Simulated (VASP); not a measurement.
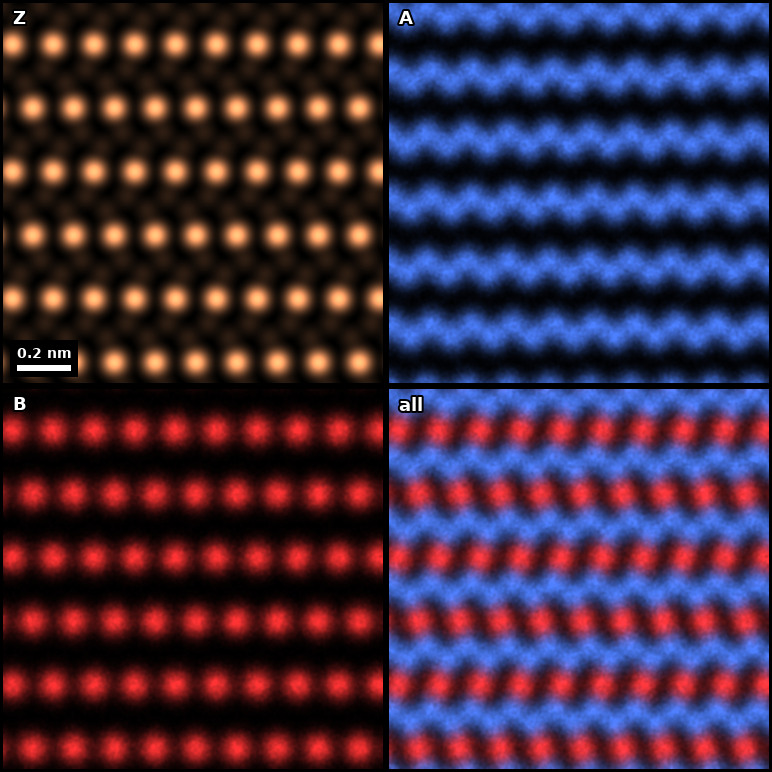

SnO$_{2}$ (P4_2/mnm, No. 136) along [201]. Panel Z: Simulation: incoherent imaging, intensity Z^1.6 per atom, probe width 0.60 Å, thin sample. The display is stretched by a gamma of 0.65; percentages refer to the linear signal. The other panels are simulated element maps (the number of atoms of one element along the beam, blurred by 0.9 Å, with counting noise; each on its own scale, no channelling); the last overlays them. Model: the end point of a relaxation with VASP Kohn-Sham DFT of a periodic cell, RPBE with D3(BJ), VASP PAW PBE potentials, recommended in VASP.

```
Sn O
1.0
     4.72345    0.00000    0.00000
     0.00000    4.72345    0.00000
     0.00000    0.00000    3.19920
Sn O
2 4
Direct
  0.00000 0.00000 0.50000
  0.50000 0.50000 0.00000
  0.30536 0.69464 0.50000
  0.19464 0.19464 0.00000
  0.69464 0.30536 0.50000
  0.80536 0.80536 0.00000
```

> Which element does each lettered map show?

A: O, B: Sn. The projected cell (1.52 × 4.72 Å, 90°) holds 6 columns: 4 of O and 2 of Sn. No column is shared by two of the mapped elements.
